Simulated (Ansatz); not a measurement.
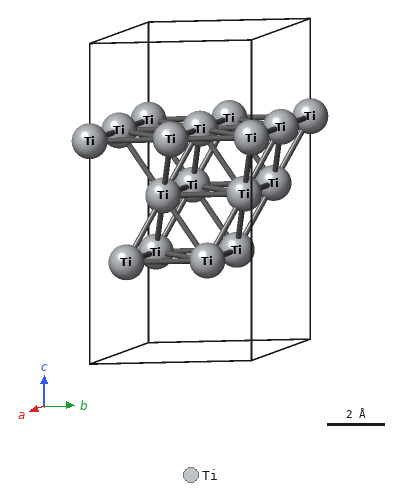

Fig. 1: The input geometry (ball-and-stick view of the 2 × 2 repeat of the cell, with the vacuum cut short, seen slightly off an axis). An atom can appear more than once, as a periodic image. Near neighbours in the periodic cell (some may lie outside the picture): Ti has 9 Ti at 2.80 to 2.91 Å; Ti has 12 Ti at 2.80 to 2.91 Å.

Single-point calculation of Ti

System: Ti (slab, 3 atoms in the cell).
Method: DFT PBE, scalar-relativistic, plane waves, PAW, PAW set soft_1, no spin polarisation (Ansatz 0.2.0).

The structure derives from an entry of the Crystallography Open Database.

## Output
```
Engine: ansatz 0.2.0, aarch64-unknown-linux-gnu
Pseudopotentials: kind: paw
Pseudopotential: Ti, paw, valence charge 12, recommended cutoff 420 eV (normal), [file]
Functional definition: PBE
  parameter kappa = 0.804
  parameter beta = 0.06672455060314922
  exchange = pbe_x(kappa = kappa, mu = beta*pi^2/3)
  correlation = pbe_c(beta = beta)
Crystal: 3 atoms, lattice volume = 146.377 Å³
Basis set: ecut = 420 eV, 2839 PW (Γ), exchange–correlation on 40×40×270 points (8 copies of the dense FFT grid, shifted against one another)
Bands: 22, of which v1, the nominal top of the filled ones, is band 18 counted from 1 (17 counted from 0)
Symmetry: 6 space group operations
Space group: P3m1 (ITA 156), of the structure as read, at distance tolerance 5.3e-5 Å
k-points: 12 of 81 (time reversal used)
Non-local potential: Ti, projectors of the file, l = 0: 3, l = 1: 2, l = 2: 3, l = 3: 1
PAW form: soft (Blöchl's): semilocal exchange-correlation on the pseudo side does not see the compensation charge
PAW one-centre angular grid: Ti, 590 points (default); XC on 64 Gauss nodes
Initial density: superposition of atomic densities (neutral atoms: chi_scale 0, normalization atom)
Initial wavefunctions: pseudopotential atomic-orbital guess
Functional: x = pbe(κ = 0.804, μ = 0.2195149727645171), c = pbe(β = 0.06672455060314922)
SCF iter   1: F=—  HF=-7500.418252 eV  |F-HF|=—  |Δ(HF+E_count)|=         —  Δρ=5.85e-2  dr2=4.18e1  ethr=3.10e-3  p=-0.000 e·Å  D=-9.78e-7 V/Å  ΔV_dip=0.00 eV  dr2_dipole=1.29e-6  V_vac-E_F(+/−)=7.90/7.90 eV  ⟨swp⟩=7.6  Hψ=1361  notcnv=0
efield: sawtooth ramp at fractional position 0.7924 (placed from the atoms, in the widest stretch of the axis that holds none; the zero of the levels goes with the place), width 0.0400; the density the first Hamiltonian is built on has a dipole p = -0.000 e·Å; the dipole correction subtracts the counter field D = -9.78e-7 V/Å, which shifts the + side's vacuum level by +0.00 eV against the − side's; the planar-averaged density in the ramp window peaks in size at 1.3e-6 e/Å³
preconditioner: auto → LDOS  [metal: Δε(μ)=0.131 eV  Ē_g=2.737 eV  σ=0.100 eV  W_gap=0.48  n_scr=12 (ndim 8)  ℏωp=10.6 eV  f_vac=0.545  D(μ)=3.54/eV (n_scr^D=12)  β→1.0]
SCF iter   2: F=—  HF=-7499.304468 eV  |F-HF|=—  |Δ(HF+E_count)|=    1.11e0  Δρ=5.26e-2  dr2=3.96e1  ethr=3.10e-3  p=-0.001 e·Å  D=-1.05e-3 V/Å  ΔV_dip=0.02 eV  dr2_dipole=2.87e-6  V_vac-E_F(+/−)=2.55/2.53 eV  ⟨swp⟩=4.2  Hψ=785  notcnv=0
SCF iter   3: F=—  HF=-7497.149712 eV  |F-HF|=—  |Δ(HF+E_count)|=    2.15e0  Δρ=7.15e-3  dr2=2.50e-1  ethr=3.10e-3  p=0.000 e·Å  D=3.13e-4 V/Å  ΔV_dip=-0.01 eV  dr2_dipole=1.56e-5  V_vac-E_F(+/−)=5.15/5.16 eV  ⟨swp⟩=4.0  Hψ=707  notcnv=0
SCF iter   4: F=—  HF=-7497.138246 eV  |F-HF|=—  |Δ(HF+E_count)|=   1.15e-2  Δρ=2.57e-3  dr2=1.28e-2  ethr=6.94e-4  p=0.000 e·Å  D=2.33e-4 V/Å  ΔV_dip=-0.00 eV  dr2_dipole=3.05e-5  V_vac-E_F(+/−)=4.84/4.84 eV  ⟨swp⟩=2.0  Hψ=402  notcnv=0
SCF iter   5: F=—  HF=-7497.140828 eV  |F-HF|=—  |Δ(HF+E_count)|=   2.58e-3  Δρ=1.55e-3  dr2=1.37e-2  ethr=3.54e-5  p=0.000 e·Å  D=1.50e-4 V/Å  ΔV_dip=-0.00 eV  dr2_dipole=5.78e-9  V_vac-E_F(+/−)=4.69/4.70 eV  ⟨swp⟩=3.1  Hψ=506  notcnv=0
SCF iter   6: F=—  HF=-7497.140819 eV  |F-HF|=—  |Δ(HF+E_count)|=   9.28e-6  Δρ=5.37e-4  dr2=2.48e-3  ethr=3.54e-5  p=0.000 e·Å  D=8.98e-5 V/Å  ΔV_dip=-0.00 eV  dr2_dipole=1.26e-9  V_vac-E_F(+/−)=4.68/4.69 eV  ⟨swp⟩=1.8  Hψ=295  notcnv=0
SCF iter   7: F=—  HF=-7497.140790 eV  |F-HF|=—  |Δ(HF+E_count)|=   2.90e-5  Δρ=1.62e-4  dr2=2.15e-4  ethr=6.89e-6  p=0.000 e·Å  D=5.39e-5 V/Å  ΔV_dip=-0.00 eV  dr2_dipole=4.14e-8  V_vac-E_F(+/−)=4.65/4.65 eV  ⟨swp⟩=1.4  Hψ=271  notcnv=0
SCF iter   8: F=—  HF=-7497.140797 eV  |F-HF|=—  |Δ(HF+E_count)|=   7.52e-6  Δρ=5.61e-5  dr2=4.11e-5  ethr=5.97e-7  p=0.000 e·Å  D=1.70e-5 V/Å  ΔV_dip=-0.00 eV  dr2_dipole=4.27e-9  V_vac-E_F(+/−)=4.63/4.63 eV  ⟨swp⟩=2.1  Hψ=321  notcnv=0
SCF iter   9: F=—  HF=-7497.140832 eV  |F-HF|=—  |Δ(HF+E_count)|=   3.47e-5  Δρ=1.47e-5  dr2=4.15e-7  ethr=1.14e-7  p=0.000 e·Å  D=6.72e-6 V/Å  ΔV_dip=-0.00 eV  dr2_dipole=1.14e-10  V_vac-E_F(+/−)=4.62/4.62 eV  ⟨swp⟩=1.9  Hψ=301  notcnv=0
SCF iter  10: F=-7497.140833 eV  HF=-7497.140833 eV  |F-HF|=4.39e-10  |Δ(HF+E_count)|=   6.39e-7  Δρ=5.22e-6  dr2=4.50e-8  ethr=2.78e-10  p=0.000 e·Å  D=3.68e-6 V/Å  ΔV_dip=-0.00 eV  dr2_dipole=3.83e-9  V_vac-E_F(+/−)=4.62/4.62 eV  ⟨swp⟩=9.6  Hψ=1486  notcnv=0
SCF 1 converged in 10 iterations: F = -7497.140833 eV  dr2 = 4.50e-8
  greatest PAW one-centre occupation: 0.999 electrons in one spin orbital (limit 2), on the Ti atom at site 0 (counted from 0), in its partial waves of l = 0
```

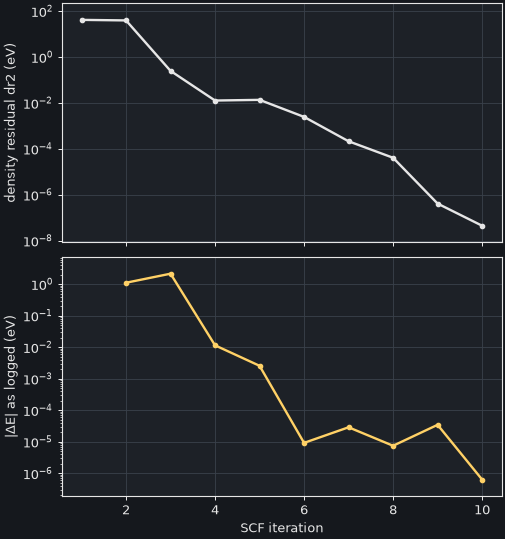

Fig. 2: Convergence of the self-consistent field: density residual dr2 and size of the energy change against the SCF iteration. The residual falls almost steadily, with no more than small rises.

```
SCF converged after 10 iterations
Free energy (F): -7497.140833 eV
Harris-Foulkes:  -7497.140833 eV  (|F-HF|=4.39e-10)
Internal energy: -7497.115482 eV  (E = F + TS)
E sigma→0 (E₀):  -7497.128157 eV
Entropy (-TS):   -0.025351 eV (-8.450 meV/atom)
Fermi energy:    1.905160 eV
Dipole field:    D = -0.000094 V/Å  (p = -0.000076 e·Å, saw-weighted, corrected)
Work function:   Φ+ = 4.6196 eV   Φ− = 4.6177 eV
Levels:          The Fermi level and band energies are counted from a zero that moves with the ramp; work functions are not
--- Per-component energies (eV) ---
  E_band       = -881.023648
  E_kinetic    = 844.439161
  E_local      = -26878.997013  (includes V_loc(G=0)·N_el)
  E_nonlocal   = 182.923856
  E_hartree    = 12964.185597
  E_xc         = -346.868619
  E_vxc        = -434.163838  (∫ρ·V_xc dr)
  E_paw        = -3127.550854  (= ΣΔE_a)
  E_vpaw       = -523.593533  (= ΣTr[D̂ρ^β])
  E_aug_tail   = -0.000237  (compensation charges beyond the density's cutoff)
  E_efield     = 0.000000  (sawtooth field / dipole correction)
  E_vefield    = 0.000000  (∫n·V_field dr)
  E_ewald      = 8864.752627
  E_smearing   = -0.025351  (= −TS)
  E_closure    = -0.000000  (closes the sum)
  Σ components = -7497.140833   (vs F -7497.140833, Δ=0.00e0)
--- Forces (eV/Å), atoms counted from 1 ---
  atom   1  Ti     0.00000000     0.00000000     0.00019308
  atom   2  Ti    -0.00000000    -0.00000000    -0.00056636
  atom   3  Ti     0.00000000    -0.00000000     0.00046415
  max |Σ_I F_I| component: 9.09e-5 eV/Å
--- Band table (eV; the first three rows and the last of 12) ---
  k-point 0: bands = ["-54.8921", "-54.8799", "-54.5384", "-31.3647", "-31.1788", "-30.8680", "-30.8680", "-30.8616", "-30.8616", "-30.6675", "-30.5250", "-30.5250", "-3.6666", "-2.3067", "-1.0386", "1.8271", "1.8500", "2.6003", "2.6003", "2.7368", "2.8177", "2.8347"]
  k-point 1: bands = ["-54.8814", "-54.8704", "-54.5302", "-31.3440", "-31.1769", "-30.9339", "-30.9272", "-30.8834", "-30.8756", "-30.6611", "-30.5796", "-30.5376", "-3.3223", "-1.9769", "-0.7288", "1.7731", "1.8074", "2.1430", "2.4925", "2.5712", "2.8066", "2.8283"]
  k-point 2: bands = ["-54.8541", "-54.8462", "-54.5092", "-31.2957", "-31.1799", "-31.0901", "-31.0777", "-30.9221", "-30.9108", "-30.7080", "-30.6630", "-30.5695", "-2.3934", "-1.1455", "0.0044", "1.2730", "1.4857", "1.7670", "2.0925", "2.2097", "2.9250", "3.0636"]
  k-point 11: bands = ["-54.7877", "-54.7877", "-54.4586", "-31.2879", "-31.2403", "-31.2403", "-31.2185", "-31.1459", "-31.1458", "-30.8099", "-30.8099", "-30.6990", "0.5196", "0.5198", "0.6031", "1.2027", "1.2027", "1.7225", "2.0360", "2.0360", "2.1296", "2.2903"]
```

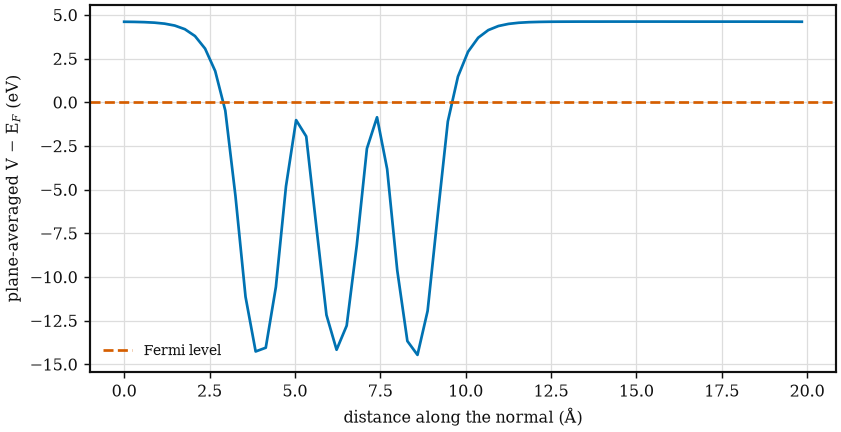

Fig. 3: Plane average of the electrostatic potential energy of an electron across the cell, from the Fermi level. The vacuum level lies 4.62 eV above the Fermi level.

The run was set up as follows.

## Input file
```yaml
crystal:
  lattice:
    - [2.9075446931, 0.0, 0.0]
    - [-1.4537723466, 2.5180075669, 0.0]
    - [0.0, 0.0, 19.9935258482]
  atoms:
    - { symbol: Ti, position: [0.6666666667, 0.3333333333, 0.2000647625] }
    - { symbol: Ti, position: [0.3333333333, 0.6666666667, 0.3124429306] }
    - { symbol: Ti, position: [0.0, 0.0, 0.4248138079] }
basis:
  ecutwfc: 420
kpoints:
  mp_grid: { grid: [9, 9, 1] }
hamiltonian:
  xc: pbe
  pseudopotentials: { kind: paw, azcp: { folder: soft_1 } }
scf:
  occupations: { method: gaussian, width: 0.1 }
output:
  forces: true
  eigenvalues: true
efield:
  axis: 3
  dipole_correction: true
  ramp_width: 0.04
```

Launched with:
```bash
ansatz run input.yaml --threads 1 --pin off --max-ram 3072MiB --backend cpu --events-out ev --progress --plain --runs-dir out
```

## Results in brief

| quantity | value |
| --- | --- |
| outcome | converged |
| electrons treated | 36 |
| free energy | −7497.1408 eV |
| work function, top face | 4.62 eV |
| work function, bottom face | 4.62 eV |
| Fermi energy | 1.905 eV |
| gap on the k-point mesh | none (metallic) |
| work function (upper face) | 4.62 eV |
| largest force (length of the vector) | 0.001 eV/Å |
| hardware | 1 thread of Arm Neoverse V1, 24 GiB of memory available, shared host |
| wall time | 5.5 s |
| peak memory | 0.31 GiB |
